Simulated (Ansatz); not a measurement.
Take the following structure.

```cif
data_structure
_symmetry_space_group_name_H-M 'F -4 3 m'
_symmetry_Int_Tables_number 216
_cell_length_a 5.9598
_cell_length_b 5.9598
_cell_length_c 5.9598
_cell_angle_alpha 90.000
_cell_angle_beta 90.000
_cell_angle_gamma 90.000
_cell_volume 211.69
loop_
_atom_site_label
_atom_site_type_symbol
_atom_site_symmetry_multiplicity
_atom_site_Wyckoff_symbol
_atom_site_fract_x
_atom_site_fract_y
_atom_site_fract_z
_atom_site_occupancy
In1 In 4 a 0.00000 0.00000 0.00000 1
P1 P 4 c 0.25000 0.75000 0.75000 1
```

**Characterise the structure given above.**

The formula is InP. The structure has F-43m (No. 216) symmetry and a face-centred cubic lattice. Its structure type: zinc blende (sphalerite type). In the cell are 4 In, 4 P, which makes 4 formula units. Each In atom has four P in a tetrahedral arrangement at 2.58 Å around it. About every P there are four In in a tetrahedral arrangement at 2.58 Å. The bonds build a three-dimensional framework.

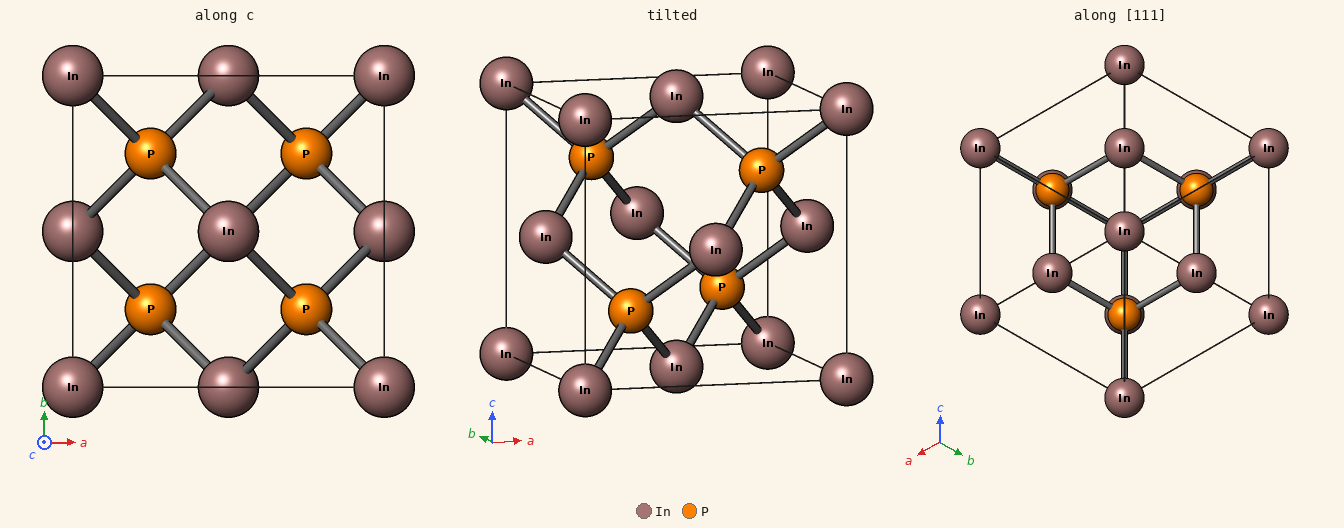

This ball-and-stick model is shown along the c axis, slightly off an axis and along [111]. The lines enclose the conventional unit cell; boundary atoms appear with their images. Colours: indium brown, phosphorus orange.

The initial geometry was a structure listed in the Materials Project. Earlier steps of the study may have refined or changed the cell and positions. Ansatz was used for an electronic-structure calculation on it.
